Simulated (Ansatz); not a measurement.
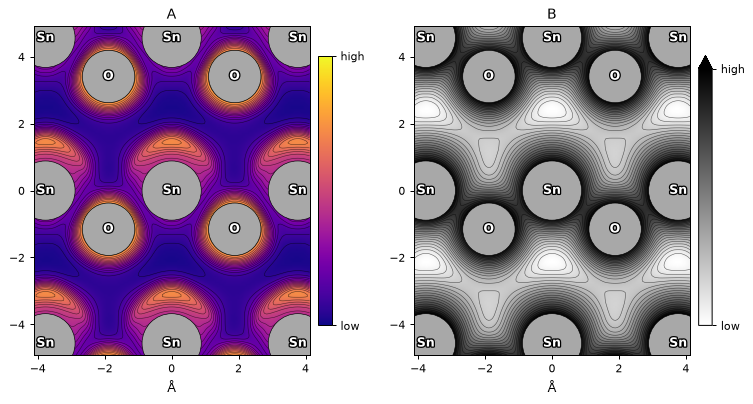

SnO: 2 fields on the (010) plane of the conventional cell, with unlabelled colour scales. Grey discs cover the atomic cores.

Space group P4/nmm.

Theory: Ansatz, DFT PBEsol+D3(BJ), scalar-relativistic, plane waves, PAW.

Match the panels to the quantities (electron localisation function and valence pseudo-density).

Panel A: electron localisation function. Panel B: valence pseudo-density. From the grid: Sn–O (2.21 Å): ρ is about 0.49 e/Å³ halfway; the ELF peaks at about 0.85 in the valence shell of O, 0.6 Å from its nucleus, and is about 0.20 at the midpoint: no shared electron pair shows on this line.
